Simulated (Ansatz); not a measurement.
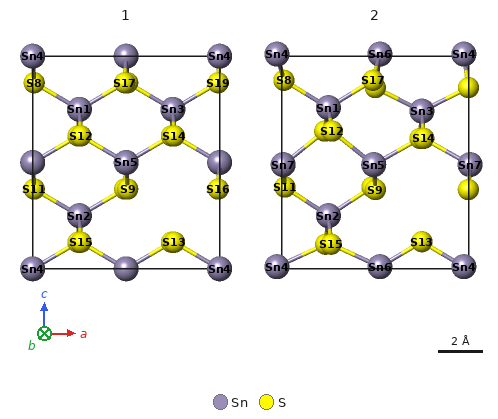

Two geometries of a defect cell of composition Sn₇S₁₆ (cell charge −4), drawn at one scale. One is the start of a relaxation, the other its converged end. The picture is a ball-and-stick view of the cell of the calculation, seen along the b axis.

These are results of DFT PBE, scalar-relativistic, plane waves, PAW (Ansatz 0.2.0), not measurements. (plane-wave cutoff 420 eV; k-point mesh 4 × 4 × 2; occupations gaussian; smearing width 0.05 eV; no spin polarisation; atoms relaxed in a fixed cell; force threshold 0.02 eV/Å; at most 50 steps)

Q: Which of the two is the end point?

A: Structure 2 is the relaxed one. Case: Sn vacancy, atoms relaxed. The largest moves, 0.25 Å, are those of S atoms. By element the largest moves are S 0.25 Å, Sn 0.25 Å. The lattice vectors keep their values. Near-neighbour distances that change, for instance: S–Sn 2.434 → 2.269 Å, S–Sn 2.434 → 2.491 Å, S–Sn 2.434 → 2.424 Å. Among the angles between lasting bonds that change: S–Sn–S 104.9° → 114.9°, S–Sn–S 119.1° → 110.6°, S–Sn–S 104.9° → 96.6°. After 6 accepted moves (7 points after the start) the energy has fallen by 1.321 eV per cell of the calculation. The largest force component goes from 1.7 to 0.016 eV/Å. 1 step only repeated the SCF at the same geometry. Cost: 4.4 min on 4 threads of Arm Neoverse V2 (shared host), peak memory 2.3 GiB.

Limits of the set-up: the cell is charged, on a uniform background, and energies carry no finite-size correction.
